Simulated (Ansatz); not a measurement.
**Geometry relaxation of WS$_{2}$ (part 1 of 2)**

System: WS$_{2}$ (slab, 6 atoms in the cell).
Method: DFT PBE+D3(BJ), scalar-relativistic, plane waves, PAW, no spin polarisation (Ansatz 0.2.0).

The structure derives from an entry of the Crystallography Open Database.

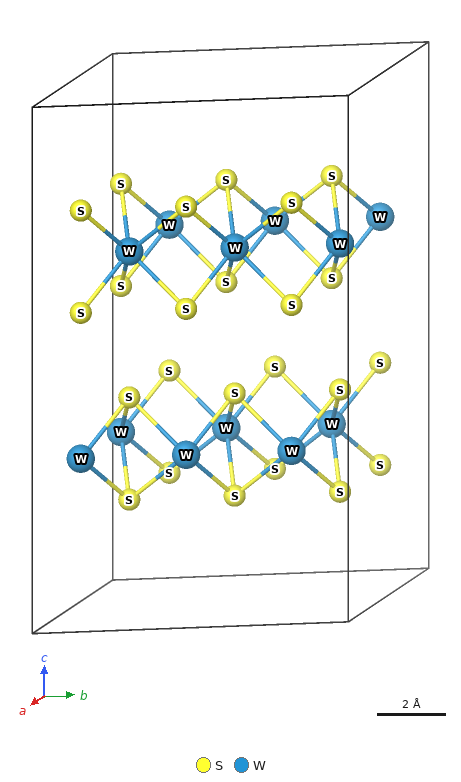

**Figure 1.** The structure as given in the input (ball-and-stick view of the 2 × 3 repeat of the cell, with the vacuum cut short, seen slightly off an axis). Near neighbours in the crystal (not all of them lie inside the picture): S has 3 W at 2.41 Å; W has 6 S at 2.41 Å.

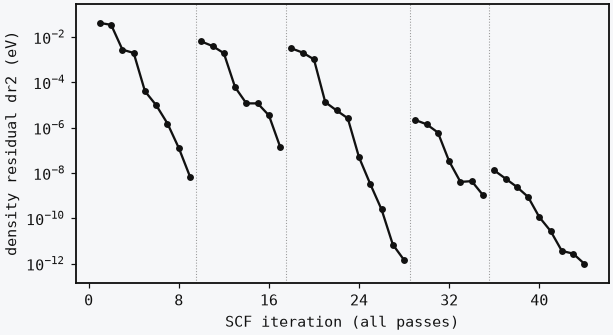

**Figure 2.** Convergence of the self-consistent field: density residual dr2 against the SCF iteration. The dotted lines part the SCF passes of the relaxation: geometry steps, rejected trials and re-solves on a re-selected basis. The 5 passes take 7 to 11 iterations each, 44 in all.

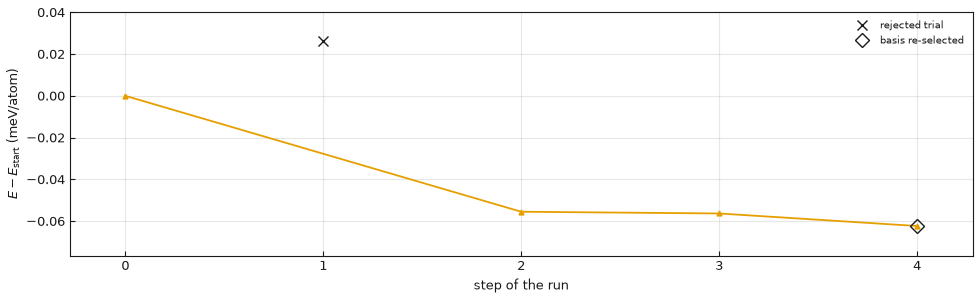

**Figure 3.** Progress of the relaxation, step by step (the first geometry is step 0 here and step 1 in the log). The largest moves relative to the cell, 0.007 Å, are those of S1 and S6. Largest moves by element: S 0.007 Å, W 0.006 Å. The energy falls by 0.1 meV per atom in 3 geometry steps. The largest force component goes from 0.05 to 0.0021 eV/Å. The line search rejected the trial step at point 1 (counted from 0) and went back. A last SCF at the same geometry on a re-selected plane-wave basis shifts the energy by next to nothing (0.0 meV per atom). (Atoms are counted from 1 in the order of the input.)

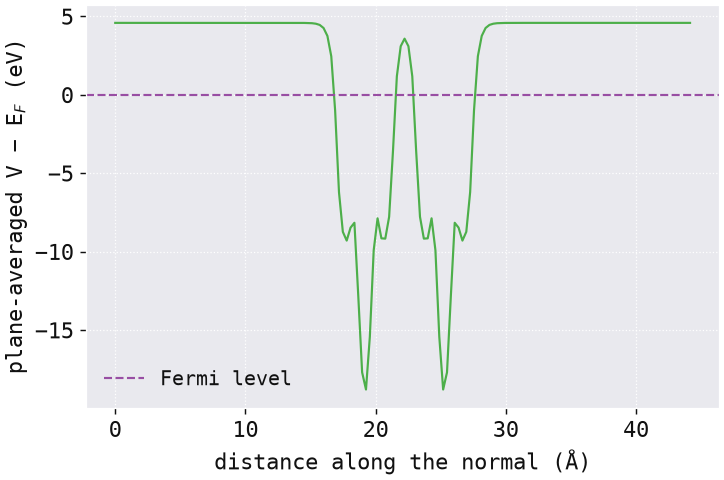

**Figure 4.** Plane average of the electrostatic potential energy of an electron across the cell, from the Fermi level. The vacuum level lies 4.59 eV above the Fermi level.

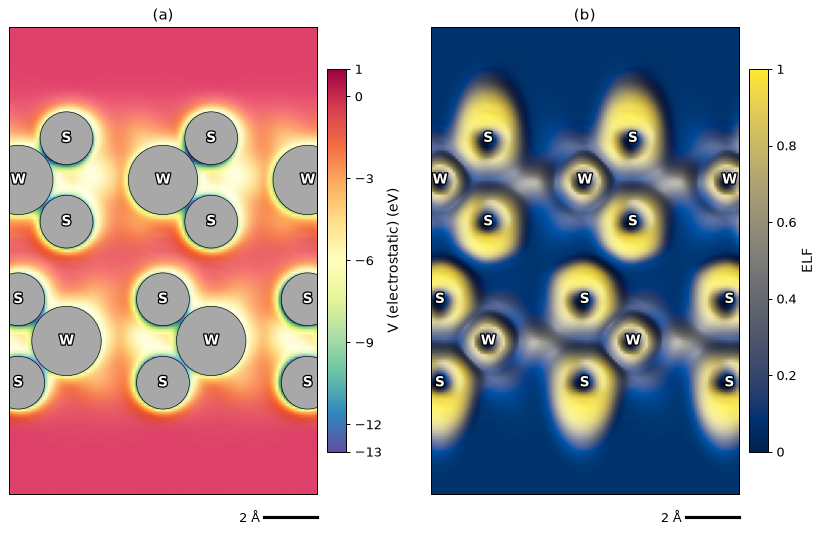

**Figure 5.** (a) electrostatic potential (local pseudopotential plus Hartree) felt by an electron; (b) ELF on the (110) plane of the calculation cell, a cut from vacuum to vacuum. Grey discs, where drawn, cover atomic cores. The section cuts through S and W sites. W–S (2.41 Å): the ELF is about 0.50 at the midpoint. The strong features right at W lie inside the PAW spheres (semicore, d or f shells) and say nothing about bonding. Core electrons are frozen (PAW), so the fields are smoothed inside the atomic spheres.

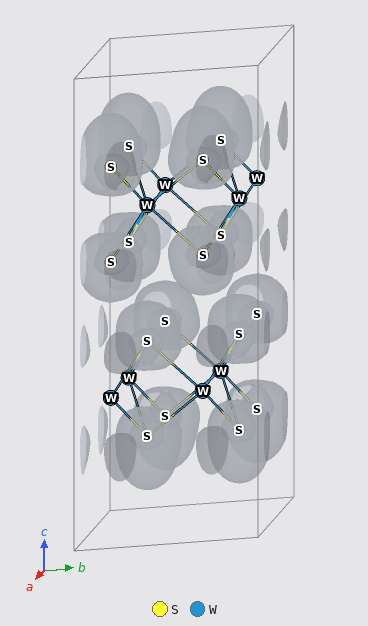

**Figure 6.** Isosurface of the ELF at 0.7 (grey), seen slightly off an axis. Only the valence region is drawn (cores and ρ < 0.01 e/Å³ removed). Sticks mark near contacts. Counts are for one cell; the picture repeats the cell along the surface. Along the contacts the grid gives the following. W–S (2.41 Å): the ELF is about 0.50 at the midpoint.

These pictures come from the run below.

Input:
```yaml
crystal:
  lattice:
    - [3.1537893005, 0.0, 0.0]
    - [-1.5768946503, 2.7312616524, 0.0]
    - [0.0, 0.0, 44.4429311974]
  atoms:
    - { symbol: S, position: [0.3333333333, 0.6666666667, 0.3962549797] }
    - { symbol: W, position: [0.6666666667, 0.3333333333, 0.4316916572] }
    - { symbol: S, position: [0.3333333333, 0.6666666667, 0.4671283347] }
    - { symbol: S, position: [0.6666666667, 0.3333333333, 0.5328716653] }
    - { symbol: W, position: [0.3333333333, 0.6666666667, 0.5683083428] }
    - { symbol: S, position: [0.6666666667, 0.3333333333, 0.6037450203] }
  periodic: [true, true, false]
basis:
  ecutwfc: 420
kpoints:
  mp_grid: { grid: [12, 12, 1] }
hamiltonian:
  xc: pbe
  dispersion: d3bj
scf:
  occupations: { method: gaussian, width: 0.02 }
output:
  forces: true
  stress: true
  eigenvalues: true
  write_density: true
  write_potential: true
  elf: true
  volumetric_format: npy
relax:
  adjacent_minimum: "off"
  f_tol: 0.005
  max_steps: 80
  cell: { stress_2d_tol: 0.02 }
```

Command:
```bash
ansatz run input.yaml --threads 1 --pin off --max-ram 2560MiB --backend cpu --events-out ev --progress --plain --runs-dir out
```

Log:
```
Engine: ansatz 0.2.0, aarch64-unknown-linux-gnu
Pseudopotentials: kind: paw
Pseudopotential: S, paw, valence charge 6, recommended cutoff 420 eV (normal), S.paw.azcp
Pseudopotential: W, paw, valence charge 14, recommended cutoff 420 eV (normal), W.paw.azcp
Functional definition: PBE
  parameter kappa = 0.804
  parameter beta = 0.06672455060314922
  exchange = pbe_x(kappa = kappa, mu = beta*pi^2/3)
  correlation = pbe_c(beta = beta)
Crystal: 6 atoms, lattice volume = 382.824 Å³
Basis set: ecut = 420 eV, 7397 PW (Γ), exchange–correlation on 48×48×600 points (8 copies of the dense FFT grid, shifted against one another)
Bands: 32, of which v1, the nominal top of the filled ones, is band 26 counted from 1 (25 counted from 0)
Symmetry: 12 space group operations
Space group: P-3m1 (ITA 164), of the structure as read, at distance tolerance 7.3e-5 Å
k-points: 19 of 144
Non-local potential: S, projectors of the file, l = 0: 2, l = 1: 2, l = 2: 2
Non-local potential: W, projectors of the file, l = 0: 3, l = 1: 2, l = 2: 2, l = 3: 1
PAW form: soft (Blöchl's): semilocal exchange-correlation on the pseudo side does not see the compensation charge
PAW one-centre angular grid: S, 110 points (default); XC on 64 Gauss nodes
PAW one-centre angular grid: W, 590 points (default); XC on 64 Gauss nodes
Initial density: superposition of atomic densities (neutral atoms: chi_scale 0, normalization atom), corrected by the library's trained network
Initial wavefunctions: pseudopotential atomic-orbital guess
Functional: x = pbe(κ = 0.804, μ = 0.2195149727645171), c = pbe(β = 0.06672455060314922)
SCF iter   1: F=—  HF=-24384.992082 eV  |F-HF|=—  |Δ(HF+E_count)|=         —  Δρ=2.93e-3  dr2=4.17e-2  ethr=1.77e-3  ⟨swp⟩=14.2  Hψ=4632  notcnv=0
preconditioner: auto → Resta (q_TF=auto, 1.956 Å⁻¹)  ε∞=2.8  [insulator: Δε(μ)=1.332 eV  Ē_g=8.418 eV  σ=0.020 eV  W_gap=1.00  n_scr=26 (ndim 8)  ℏωp=11.4 eV  f_vac=0.709  D(μ)=0.00/eV (n_scr^D=0)  ε∞_Penn≈2.8  vacuum switching on, ρ_ref=5.1e-3 e/Å³]
SCF iter   2: F=—  HF=-24385.001845 eV  |F-HF|=—  |Δ(HF+E_count)|=   9.76e-3  Δρ=1.81e-3  dr2=3.45e-2  ethr=8.02e-5  ⟨swp⟩=4.8  Hψ=1851  notcnv=0  defer=24
SCF iter   3: F=—  HF=-24385.000287 eV  |F-HF|=—  |Δ(HF+E_count)|=   1.56e-3  Δρ=1.17e-3  dr2=2.77e-3  ethr=6.63e-5  ⟨swp⟩=3.5  Hψ=1077  notcnv=0  defer=24
SCF iter   4: F=—  HF=-24385.003756 eV  |F-HF|=—  |Δ(HF+E_count)|=   3.47e-3  Δρ=4.84e-4  dr2=1.98e-3  ethr=5.33e-6  ⟨swp⟩=3.7  Hψ=1499  notcnv=0  defer=24
SCF iter   5: F=—  HF=-24385.003787 eV  |F-HF|=—  |Δ(HF+E_count)|=   3.13e-5  Δρ=9.62e-5  dr2=4.05e-5  ethr=3.81e-6  ⟨swp⟩=2.3  Hψ=848  notcnv=0  defer=24
SCF iter   6: F=—  HF=-24385.003669 eV  |F-HF|=—  |Δ(HF+E_count)|=   1.18e-4  Δρ=4.27e-5  dr2=9.73e-6  ethr=7.79e-8  ⟨swp⟩=3.1  Hψ=1416  notcnv=0  defer=24
SCF iter   7: F=—  HF=-24385.003672 eV  |F-HF|=—  |Δ(HF+E_count)|=   2.81e-6  Δρ=1.29e-5  dr2=1.52e-6  ethr=1.87e-8  ⟨swp⟩=3.4  Hψ=1206  notcnv=0  defer=24
SCF iter   8: F=—  HF=-24385.003672 eV  |F-HF|=—  |Δ(HF+E_count)|=   3.02e-7  Δρ=4.97e-6  dr2=1.28e-7  ethr=2.92e-9  ⟨swp⟩=2.9  Hψ=1201  notcnv=0  defer=24
SCF iter   9: F=-24385.003672 eV  HF=-24385.003672 eV  |F-HF|=2.66e-9  |Δ(HF+E_count)|=   2.87e-8  Δρ=1.40e-6  dr2=6.87e-9  ethr=1.92e-10  ⟨swp⟩=25.7  Hψ=7659  notcnv=0
SCF 1 converged in 9 iterations: F = -24385.003672 eV  dr2 = 6.87e-9
  greatest PAW one-centre occupation: 1.000 electrons in one spin orbital (limit 2), on the W atom at site 4 (counted from 0), in its partial waves of l = 0
relax step   1: F+E_penalty+E_count = -24385.00367191 eV  Δ(F+E_penalty+E_count) = +0.000e0 eV  max|allowed force component| = 4.969e-2 eV/Å  Δτ_max = 0.0000 Å  P = +0.500 N/m  Ω = 382.824 Å³  fix = [c, alpha, beta]  reactions: c +0.000 N/m  (9 SCF iters, dr2 threshold 1.00e-7 eV, accepted)
Crystal: 6 atoms, lattice volume = 384.077 Å³
Basis set: ecut = 420 eV, 7409 PW (Γ), exchange–correlation on 48×48×600 points (8 copies of the dense FFT grid, shifted against one another)
Initial density: handed on by an earlier stage of this run
Initial wavefunctions: those handed on with the density
iter 1 solved again at ethr=1.23e-5 eV; its pass at ethr=3.10e-3 eV (dr2=6.40e-3 eV) is discarded
SCF iter   1: F=—  HF=-24385.004380 eV  |F-HF|=—  |Δ(HF+E_count)|=         —  Δρ=1.45e-3  dr2=6.35e-3  ethr=1.23e-5  ⟨swp⟩=4.3  Hψ=4621  notcnv=0
preconditioner: auto → Resta (q_TF=auto, 1.955 Å⁻¹)  ε∞=2.8  [insulator: Δε(μ)=1.379 eV  Ē_g=8.423 eV  σ=0.020 eV  W_gap=1.00  n_scr=26 (ndim 8)  ℏωp=11.4 eV  f_vac=0.708  D(μ)=0.00/eV (n_scr^D=0)  ε∞_Penn≈2.8  vacuum switching on, ρ_ref=5.1e-3 e/Å³]
SCF iter   2: F=—  HF=-24385.004011 eV  |F-HF|=—  |Δ(HF+E_count)|=   3.68e-4  Δρ=6.83e-4  dr2=3.99e-3  ethr=1.22e-5  ⟨swp⟩=2.9  Hψ=937  notcnv=0  defer=4
SCF iter   3: F=—  HF=-24385.003817 eV  |F-HF|=—  |Δ(HF+E_count)|=   1.94e-4  Δρ=5.26e-4  dr2=1.94e-3  ethr=7.67e-6  ⟨swp⟩=3.6  Hψ=969  notcnv=0  defer=4
SCF iter   4: F=—  HF=-24385.003704 eV  |F-HF|=—  |Δ(HF+E_count)|=   1.14e-4  Δρ=1.05e-4  dr2=6.08e-5  ethr=3.73e-6  ⟨swp⟩=3.7  Hψ=1153  notcnv=0  defer=1
SCF iter   5: F=—  HF=-24385.003516 eV  |F-HF|=—  |Δ(HF+E_count)|=   1.88e-4  Δρ=6.22e-5  dr2=1.18e-5  ethr=1.17e-7  ⟨swp⟩=3.8  Hψ=1464  notcnv=0
SCF iter   6: F=—  HF=-24385.003519 eV  |F-HF|=—  |Δ(HF+E_count)|=   3.38e-6  Δρ=4.46e-5  dr2=1.18e-5  ethr=2.27e-8  ⟨swp⟩=3.2  Hψ=1393  notcnv=0
SCF iter   7: F=—  HF=-24385.003516 eV  |F-HF|=—  |Δ(HF+E_count)|=   2.91e-6  Δρ=2.47e-5  dr2=3.49e-6  ethr=2.27e-8  ⟨swp⟩=2.5  Hψ=1123  notcnv=0
SCF iter   8: F=-24385.003515 eV  HF=-24385.003515 eV  |F-HF|=1.13e-7  |Δ(HF+E_count)|=   9.80e-7  Δρ=4.48e-6  dr2=1.42e-7  ethr=3.26e-10  ⟨swp⟩=19.4  Hψ=8213  notcnv=0
SCF 2 converged in 8 iterations: F = -24385.003515 eV  dr2 = 1.42e-7
relax step   2: F+E_penalty+E_count = -24385.00351520 eV  Δ(F+E_penalty+E_count) = +1.567e-4 eV  max|allowed force component| = 2.505e-2 eV/Å  Δτ_max = 0.0250 Å  P = -0.229 N/m  Ω = 384.077 Å³  energy of the carried Pulay correction = -6.243e-5 eV  fix = [c, alpha, beta]  (8 SCF iters, dr2 threshold 1.69e-7 eV, rejected (line search))
Crystal: 6 atoms, lattice volume = 383.609 Å³
iter 1 solved again at ethr=5.99e-6 eV; its pass at ethr=3.10e-3 eV (dr2=3.12e-3 eV) is discarded
SCF iter   1: F=—  HF=-24385.004479 eV  |F-HF|=—  |Δ(HF+E_count)|=         —  Δρ=1.04e-3  dr2=3.15e-3  ethr=5.99e-6  ⟨swp⟩=4.5  Hψ=4589  notcnv=0
preconditioner: auto → Resta (q_TF=auto, 1.955 Å⁻¹)  ε∞=2.8  [insulator: Δε(μ)=1.356 eV  Ē_g=8.428 eV  σ=0.020 eV  W_gap=1.00  n_scr=26 (ndim 8)  ℏωp=11.4 eV  f_vac=0.710  D(μ)=0.00/eV (n_scr^D=0)  ε∞_Penn≈2.8  vacuum switching on, ρ_ref=5.2e-3 e/Å³]
SCF iter   2: F=—  HF=-24385.004310 eV  |F-HF|=—  |Δ(HF+E_count)|=   1.69e-4  Δρ=4.87e-4  dr2=2.05e-3  ethr=5.99e-6  ⟨swp⟩=2.4  Hψ=793  notcnv=0  defer=4
SCF iter   3: F=—  HF=-24385.004208 eV  |F-HF|=—  |Δ(HF+E_count)|=   1.02e-4  Δρ=3.78e-4  dr2=1.03e-3  ethr=3.94e-6  ⟨swp⟩=3.2  Hψ=865  notcnv=0  defer=2
SCF iter   4: F=—  HF=-24385.004147 eV  |F-HF|=—  |Δ(HF+E_count)|=   6.08e-5  Δρ=6.08e-5  dr2=1.34e-5  ethr=1.98e-6  ⟨swp⟩=3.4  Hψ=1110  notcnv=0
SCF iter   5: F=—  HF=-24385.004231 eV  |F-HF|=—  |Δ(HF+E_count)|=   8.37e-5  Δρ=2.97e-5  dr2=5.78e-6  ethr=2.58e-8  ⟨swp⟩=4.1  Hψ=1601  notcnv=0
SCF iter   6: F=—  HF=-24385.004234 eV  |F-HF|=—  |Δ(HF+E_count)|=   3.46e-6  Δρ=2.31e-5  dr2=2.60e-6  ethr=1.11e-8  ⟨swp⟩=2.6  Hψ=1171  notcnv=0
SCF iter   7: F=—  HF=-24385.004005 eV  |F-HF|=—  |Δ(HF+E_count)|=   2.29e-4  Δρ=3.33e-6  dr2=4.92e-8  ethr=5.00e-9  ⟨swp⟩=3.3  Hψ=1321  notcnv=0
SCF iter   8: F=—  HF=-24385.004005 eV  |F-HF|=—  |Δ(HF+E_count)|=   3.80e-9  Δρ=7.27e-7  dr2=3.23e-9  ethr=9.46e-11  ⟨swp⟩=3.8  Hψ=1528  notcnv=0
SCF iter   9: F=—  HF=-24385.004005 eV  |F-HF|=—  |Δ(HF+E_count)|=   3.86e-9  Δρ=2.15e-7  dr2=2.45e-10  ethr=6.21e-12  ⟨swp⟩=3.4  Hψ=1297  notcnv=0
SCF iter  10: F=—  HF=-24385.004005 eV  |F-HF|=—  |Δ(HF+E_count)|=  6.91e-11  Δρ=4.45e-8  dr2=6.92e-12  ethr=1.00e-12  ⟨swp⟩=2.9  Hψ=1154  notcnv=0
SCF iter  11: F=-24385.004005 eV  HF=-24385.004005 eV  |F-HF|=7.28e-12  |Δ(HF+E_count)|=  3.17e-10  Δρ=1.33e-8  dr2=1.44e-12  ethr=1.00e-12  ⟨swp⟩=13.3  Hψ=4697  notcnv=0
SCF 3 converged in 11 iterations: F = -24385.004005 eV  dr2 = 1.44e-12
relax step   3: F+E_penalty+E_count = -24385.00400529 eV  Δ(F+E_penalty+E_count) = -3.334e-4 eV  max|allowed force component| = 6.456e-3 eV/Å  Δτ_max = 0.0074 Å  P = +0.001 N/m  Ω = 383.609 Å³  energy of the carried Pulay correction = -3.915e-5 eV  fix = [c, alpha, beta]  reactions: c +0.000 N/m  (11 SCF iters, accepted)
Crystal: 6 atoms, lattice volume = 383.588 Å³
iter 1 solved again at ethr=4.14e-9 eV; its pass at ethr=3.10e-3 eV (dr2=2.16e-6 eV) is discarded
```
